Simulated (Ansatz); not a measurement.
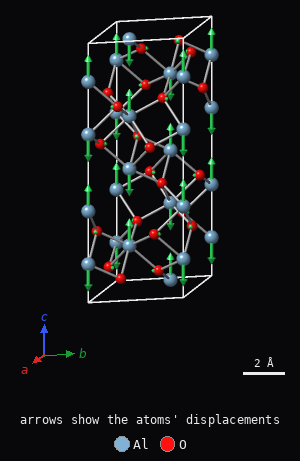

One vibrational mode of crystalline Al$_{2}$O$_{3}$ at the zone centre. The green arrows give the relative displacements of the atoms. Style: ball-and-stick. Shown: the conventional cell (3 times the calculation's cell), slightly off an axis. Lengths and directions refer to the drawn axes.

Theory: Ansatz, DFT PBE, scalar-relativistic, plane waves, PAW.

Input
```yaml
crystal:
  lattice:
    - [2.4043544254, 1.3881546747, 4.3744828318]
    - [-2.4043544254, 1.3881546747, 4.3744828318]
    - [0.0, -2.7763093495, 4.3744828317]
  atoms:
    - { symbol: Al, position: [0.8521479318, 0.8521479318, 0.8521479318] }
    - { symbol: Al, position: [0.6478520682, 0.6478520682, 0.6478520682] }
    - { symbol: Al, position: [0.1478520682, 0.1478520682, 0.1478520682] }
    - { symbol: Al, position: [0.3521479318, 0.3521479318, 0.3521479318] }
    - { symbol: O, position: [0.0561765927, 0.4438234073, 0.75] }
    - { symbol: O, position: [0.75, 0.0561765927, 0.4438234073] }
    - { symbol: O, position: [0.4438234073, 0.75, 0.0561765927] }
    - { symbol: O, position: [0.9438234073, 0.5561765927, 0.25] }
    - { symbol: O, position: [0.25, 0.9438234073, 0.5561765927] }
    - { symbol: O, position: [0.5561765927, 0.25, 0.9438234073] }
basis:
  ecutwfc: 420
kpoints:
  mp_grid: { grid: [6, 6, 6] }
hamiltonian:
  xc: pbe
scf:
  occupations: { method: gaussian, width: 0.05 }
output:
  eigenvalues: true
phonons:
  method: fd
  supercell: [1, 1, 1]
  amplitude: 0.02
  eigenvectors: true
  dielectric: false
```

Run as
```bash
ansatz run input.yaml --threads 2 --pin off --max-ram 5120MiB --backend cpu --events-out ev --progress --plain --runs-dir out
```

Frequencies are those without the non-analytic (LO–TO) term.

Give the symmetry, activity and frequency of this mode.

Answer. This is the A₁g mode at 394 cm⁻¹, optical level 5 of 17, counted from below, Raman-active by symmetry. Atoms of one kind move against one another, with no net shift of any sublattice; the kinetic energy is shared as Al 98 %, O 2 %.
